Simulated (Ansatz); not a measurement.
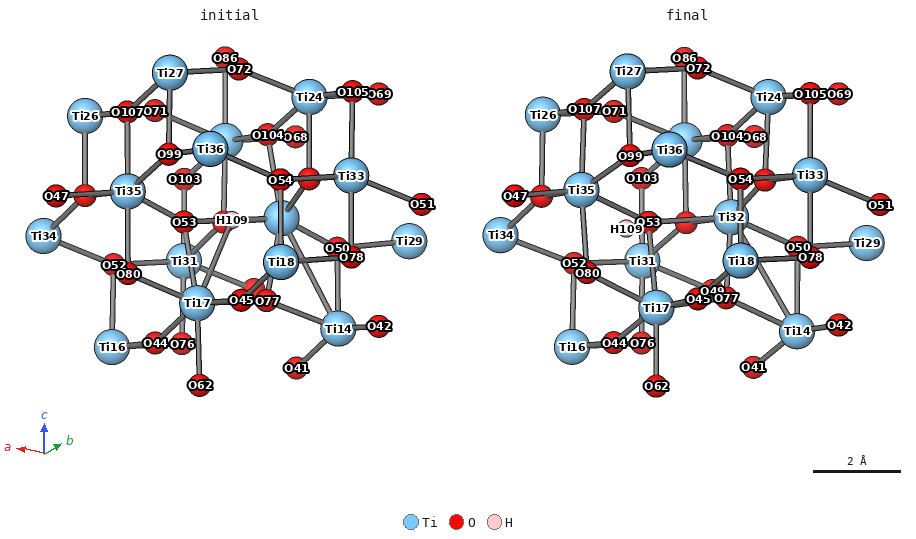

The structure of a defect cell of composition Ti₃₆O₇₂H (cell charge −1) before (left) and after (right) a relaxation, at one scale.

A ball-and-stick model of the atoms within 5.0 Å of the atom that moves most (axes of the cell of the calculation (origin shifted)), seen from a free direction.

All numbers below come from DFT, PBEsol, PAW, plane waves (Ansatz). Settings: plane-wave cutoff 420 eV; k-point mesh 1 × 1 × 1; mesh shifted by (0.25, 0.25, 0.25); collinear spin; atoms relaxed in a fixed cell; force threshold 0.03 eV/Å; at most 80 steps.

Question: Describe what moved and what it gained.

Answer: The largest move is that of the H atom, 1.57 Å along [2 −3 0]. Largest moves by element: H 1.57 Å, O 0.52 Å, Ti 0.25 Å. The lattice vectors keep their values. Among the contacts that change: H–Ti 1.324 → 2.425 Å, O–Ti 2.672 → 2.065 Å, O–Ti 1.593 → 2.070 Å, H–O 1.351 → 0.989 Å. New bonds form, among them: O–Ti (2.67 → 2.07 Å). Bonds break, among them: H–Ti (1.32 → 2.43 Å). Among the angles between lasting bonds that change: Ti–O–Ti 118.0° → 98.1°, O–Ti–O 89.0° → 74.2°, O–Ti–O 158.9° → 173.2°. Over 13 accepted moves (16 points after the start) the energy falls by 7.977 eV per cell of the calculation. The largest force component goes from 9.6 to 0.013 eV/Å. The line search rejected the trial steps at points 11, 15 of the run. 1 step only repeated the SCF at the same geometry. The program noted that the starting moments weren't kept. Cost: 25 s on 1 × NVIDIA GB200 with 8 threads of Arm Neoverse-V2, peak memory 2.1 GiB.

Limits of the set-up: the cell is charged, on a uniform background, and energies carry no finite-size correction.
